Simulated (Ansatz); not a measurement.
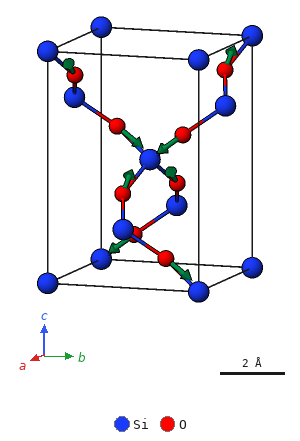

Normal modes of a crystal of SiO2, at the zone centre. The optical levels lie at 128 (×2), 300, 353, 405, 419, 441 (×2), 739, 751 (×2), 1035, 1043 (×2), 1093 cm⁻¹. One mode is drawn. The green arrows are the displacements of the atoms (eigenvector over the root of the mass), of arbitrary overall length and sign. The picture is a ball-and-stick view of the conventional cell (2 times the calculation's cell), seen slightly off an axis. Lengths and directions refer to the drawn axes.

Computed with Ansatz 0.2.0, DFT PBE, scalar-relativistic, plane waves, PAW. Set-up: plane-wave cutoff 420 eV; k-point mesh 6 × 6 × 6; occupations fixed; no spin polarisation.

Frequencies are those without the non-analytic (LO–TO) term.

To which level does it belong?

Answer. The level at 1093 cm⁻¹. This is the A₂ mode, the highest optical level, silent by symmetry (neither infrared- nor Raman-active). The Si atoms stay at rest; atoms of one kind move against one another, with no net shift of their sublattice; of the bonds it mainly stretches O–Si, some lengthening while others shorten.
